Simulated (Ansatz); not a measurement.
## Run report: C, geometry relaxation

The run: geometry relaxation of C (Fd-3m, 2 atoms in the cell). Method and program: DFT, PBE, plane-wave PAW, default files, scalar-relativistic, no spin polarisation (Ansatz 0.2.0).

The structure derives from an entry of the Crystallography Open Database.

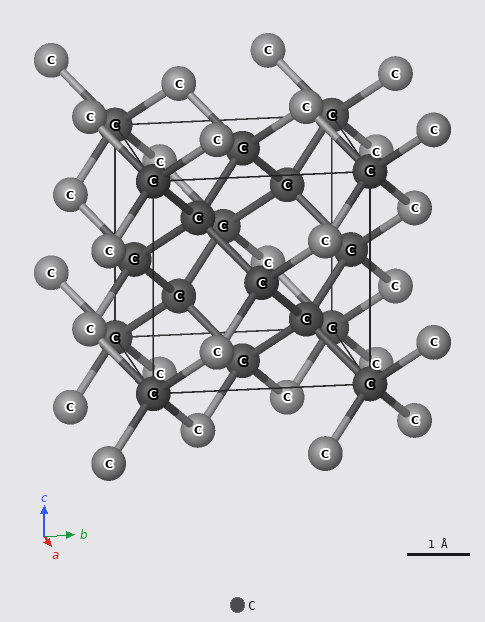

Fig. 1: The structure as given in the input (ball-and-stick view of the cell 4 times as large as that of the calculation, set on its symmetry axes, seen slightly off an axis; neighbours outside the cell are drawn fainter). Near neighbours in the crystal (not all of them lie inside the picture): C has 4 C at 1.54 Å.

Results in brief

| quantity | value |
| --- | --- |
| outcome | converged |
| space group (tolerance 0.01 Å) | Fd-3m (227) |
| electrons treated | 8 |
| free energy | −501.6155 eV |
| Fermi energy | 15.369 eV |
| gap on the k-point mesh | 4.15 eV |
| pressure | 1.78 GPa |
| final volume | 11.34 Å³ |
| field gradient V_zz (10²¹ V/m²) | zero at all sites |
| largest force (length of the vector) | under 0.001 eV/Å |
| hardware | 1 thread of Arm Neoverse V1, 24 GiB of memory available, shared host |
| wall time | 1.3 s |
| peak memory | 0.28 GiB |

Notes

The input already met the tolerances, so nothing moved. Warnings of the run: the SCF threshold is looser than advised for the printed stress.

Notes

Warnings of the run: the SCF threshold is looser than advised for the printed stress.

The input
```yaml
crystal:
  lattice:
    - [0.0, 1.78337, 1.78337]
    - [1.78337, 0.0, 1.78337]
    - [1.78337, 1.78337, 0.0]
  atoms:
    - { symbol: C, position: [0.0, 0.0, 0.0] }
    - { symbol: C, position: [0.25, 0.25, 0.25] }
kpoints:
  mp_grid: { grid: [13, 13, 13] }
scf:
  occupations: { method: fermi_dirac, width: 0.05 }
hamiltonian:
  xc: pbe
  pseudopotentials: { kind: paw }
output:
  forces: true
  stress: true
  populations: true
  efg: { contact_densities: true }
relax:
  f_tol: 0.02
  max_steps: 60
```

Command:
```bash
ansatz run input.yaml --threads 1 --pin off --max-ram 2560MiB --backend cpu --events-out ev --progress --plain --runs-dir out
```

The program's output
```
Warning: output.stress: scf.convergence.dr2_threshold = 1e-7 eV (the SCF's general default) is looser than the 2e-10 eV advised for a printed stress (1e-10 eV for each atom of the cell: 2). What an SCF threshold leaves in a stress goes as its square root, and in the free energy as the threshold itself, and one threshold admits the most on a small cell: of the crystals measured, under no hybrid functional and no lock of the moments, on runs that ended without the residual-converged pass, on stresses that held no estimate of that error, the worst erred by over 100 MPa in a component at 1e-7 eV an atom and by under 5 at 1e-10. Every solve of this run answers to scf.convergence.dr2_threshold, and the tensor of one is reported: a single SCF on the reported geometry and on this run's grids (its basis.xc_grid and basis.ecutrho_ratio typed), with scf.convergence.dr2_threshold at 2e-10 eV or tighter, prints it and tightens no other solve. Else set scf.convergence.dr2_threshold to 2e-10 eV or tighter. The threshold is an SCF's pass mark: one that does not reach it within its budget of iterations ends unconverged, or closes short of it on a stop that the run arms, and scf.convergence.dr2_threshold's page says what that costs each kind of run
Engine: ansatz 0.2.0, aarch64-unknown-linux-gnu
Pseudopotentials: kind: paw
Pseudopotential: C, paw, valence charge 4, recommended cutoff 420 eV (normal), C.paw.azcp
Functional definition: PBE
  parameter kappa = 0.804
  parameter beta = 0.06672455060314922
  exchange = pbe_x(kappa = kappa, mu = beta*pi^2/3)
  correlation = pbe_c(beta = beta)
Crystal: 2 atoms, lattice volume = 11.344 Å³
Basis set: ecut = 420 eV, 229 PW (Γ), exchange–correlation on 36×36×36 points (8 copies of the dense FFT grid, shifted against one another)
Bands: 8, of which v1, the nominal top of the filled ones, is band 4 counted from 1 (3 counted from 0)
Symmetry: 48 space group operations
Space group: Fd-3m (ITA 227), of the structure as read, at distance tolerance 2.2e-5 Å
k-points: 84 of 2197
Non-local potential: C, projectors of the file, l = 0: 2, l = 1: 2, l = 2: 1
PAW form: soft (Blöchl's): semilocal exchange-correlation on the pseudo side does not see the compensation charge
PAW one-centre angular grid: C, 110 points (default); XC on 64 Gauss nodes
Initial density: superposition of atomic densities (neutral atoms: chi_scale 0, normalization atom), corrected by the library's trained network
Initial wavefunctions: pseudopotential atomic-orbital guess
Functional: x = pbe(κ = 0.804, μ = 0.2195149727645171), c = pbe(β = 0.06672455060314922)
SCF iter   1: F=—  HF=-501.615363 eV  |F-HF|=—  |Δ(HF+E_count)|=         —  Δρ=1.75e-3  dr2=9.02e-5  ethr=1.77e-3  ⟨swp⟩=4.8  Hψ=4370  notcnv=0
preconditioner: auto → none  [insulator: Δε(μ)=4.159 eV  Ē_g=19.632 eV  σ=0.050 eV  W_gap=1.00  n_scr=0 (ndim 8)  ℏωp=31.2 eV  f_vac=0.000  D(μ)=0.00/eV (n_scr^D=0)  ε∞_Penn≈3.5]
SCF iter   2: F=—  HF=-501.615447 eV  |F-HF|=—  |Δ(HF+E_count)|=   8.38e-5  Δρ=9.06e-4  dr2=2.53e-5  ethr=1.13e-6  ⟨swp⟩=2.1  Hψ=1649  notcnv=0
SCF iter   3: F=—  HF=-501.615499 eV  |F-HF|=—  |Δ(HF+E_count)|=   5.23e-5  Δρ=1.42e-4  dr2=1.51e-6  ethr=3.17e-7  ⟨swp⟩=2.1  Hψ=997  notcnv=0
SCF iter   4: F=—  HF=-501.615498 eV  |F-HF|=—  |Δ(HF+E_count)|=   4.92e-7  Δρ=6.48e-5  dr2=2.81e-7  ethr=1.88e-8  ⟨swp⟩=1.2  Hψ=721  notcnv=0
iter 5 did not close the SCF: its close was put off for the readings that it lacked (scf_convergence_deferred on its scf_iter line)
SCF iter   5: F=-501.615498 eV  HF=-501.615498 eV  |F-HF|=2.92e-10  |Δ(HF+E_count)|=   5.11e-8  Δρ=5.50e-6  dr2=1.50e-9  ethr=3.52e-9  ⟨swp⟩=2.4  Hψ=1010  notcnv=0
SCF iter   6: F=-501.615498 eV  HF=-501.615498 eV  |F-HF|=5.91e-12  |Δ(HF+E_count)|=  2.10e-10  Δρ=6.55e-7  dr2=1.66e-11  ethr=1.88e-11  ⟨swp⟩=1.2  Hψ=2043  notcnv=0
SCF 1 converged in 6 iterations: F = -501.615498 eV  dr2 = 1.66e-11
  greatest PAW one-centre occupation: 0.644 electrons in one spin orbital (limit 2), on the C atom at site 1 (counted from 0), in its partial waves of l = 0
relax step   1: F+E_penalty+E_count = -501.61549839 eV  Δ(F+E_penalty+E_count) = +0.000e0 eV  max|allowed force component| = 1.850e-17 eV/Å  Δτ_max = 0.0000 Å  (6 SCF iters, accepted)
```

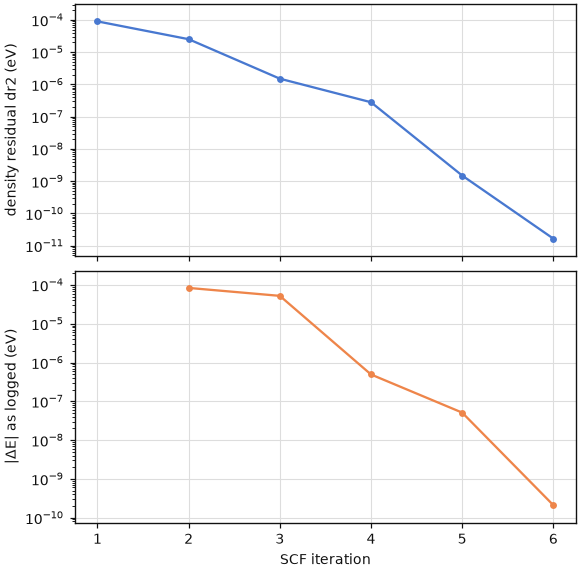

Fig. 2: Convergence of the self-consistent field: density residual dr2 and size of the energy change against the SCF iteration. The residual falls at every step.

```
NSCF: frozen V_eff on 84 k-points
the band table was solved once a step of the walk had ended and its energy, with any forces and stress, was formed, with the checks that follow a solve (4971 applications of the Hamiltonian). They found nothing against the state; the energy, forces and stress were not computed again (output.eigenvalues in the input reference)
SCF converged after 6 iterations
Free energy (F): -501.615498 eV
Harris-Foulkes:  -501.615498 eV  (|F-HF|=5.91e-12)
Internal energy: -501.615498 eV  (E = F + TS)
E sigma→0 (E₀):  -501.615498 eV
Fermi energy:    15.369103 eV
--- Per-component energies (eV) ---
  E_band       = 34.706507
  E_kinetic    = 184.535787
  E_local      = -122.399886  (includes V_loc(G=0)·N_el)
  E_nonlocal   = 53.316462
  E_hartree    = 26.768438
  E_xc         = -97.431439
  E_vxc        = -120.957161  (∫ρ·V_xc dr)
  E_paw        = -198.443514  (= ΣΔE_a)
  E_vpaw       = -13.325564  (= ΣTr[D̂ρ^β])
  E_aug_tail   = 0.000018  (compensation charges beyond the density's cutoff)
  E_ewald      = -347.961363
  E_smearing   = -0.000000  (= −TS)
  E_closure    = -0.000000  (closes the sum)
  Σ components = -501.615498   (vs F -501.615498, Δ=0.00e0)
--- Forces (eV/Å), atoms counted from 1 ---
  atom   1  C      0.00000000     0.00000000     0.00000000
  atom   2  C      0.00000000    -0.00000000    -0.00000000
  max |Σ_I F_I| component: 1.48e-16 eV/Å
--- Stress (GPa, compression-positive) ---
        1.776066       0.000000      -0.000000
        0.000000       1.776066       0.000000
        0.000000      -0.000000       1.776066
  P = ⅓ Tr σ = 1.7761 GPa (17.761 kbar)
--- PAW observables at the nuclei: V_zz in 10²¹ V/m², potentials from the cell's mean, atoms counted from 1 ---
  atom   1  C  V_zz =    -0.000000   η = 0.0000   by run symmetry: forbidden
            electrostatic potential = -419.188529 V   contact ρ = 866.312937 e/Å³
  atom   2  C  V_zz =    +0.000000   η = 0.0000   by run symmetry: forbidden
            electrostatic potential = -419.188529 V   contact ρ = 866.312937 e/Å³
--- Band table (eV; the first three rows and the last of 84) ---
  k-point 0: bands = ["-8.1626", "13.3165", "13.3165", "13.3165", "18.9104", "18.9104", "18.9104", "26.5945"]
  k-point 1: bands = ["-7.9988", "12.2497", "13.0366", "13.0366", "19.2753", "19.2753", "19.5390", "26.7366"]
  k-point 2: bands = ["-7.5090", "9.9811", "12.4063", "12.4063", "20.1018", "20.1018", "20.5594", "27.1504"]
  k-point 83: bands = ["0.5349", "1.9840", "4.6652", "5.6449", "23.5143", "23.5954", "25.3910", "26.6939"]
--- Relaxed structure (1 steps of the walk, 1 accepted, 0 SCFs on fresh bases) ---
  F+E_penalty+E_count = -501.61549839 eV   max|allowed force component| = 1.850e-17 eV/Å
  atoms:
    - { symbol: C, position: [0.0, 0.0, 0.0] }
    - { symbol: C, position: [0.24999999999999997, 0.24999999999999997, 0.24999999999999997] }
--- Löwdin populations: 2 sites ---
  site symbol       q [e]
     0      C      3.9861
     1      C      3.9861
  spilling = 0.003486 (of n_electrons = 8.000000)
```

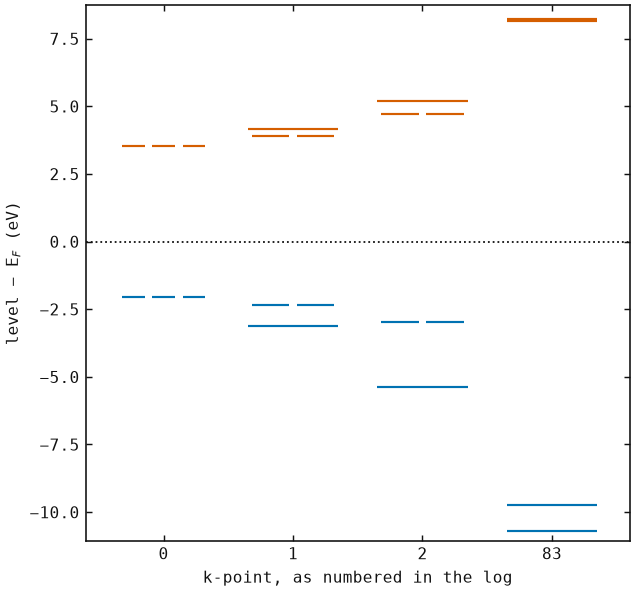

Fig. 3: Kohn–Sham levels near the Fermi level (dotted) at the few k-points that the log prints; levels within 0.02 eV of each other stand side by side. Among these points the highest filled and lowest empty levels are 5.59 eV apart; the gap on the full mesh, 4.15 eV, has an edge at a point that isn't printed.
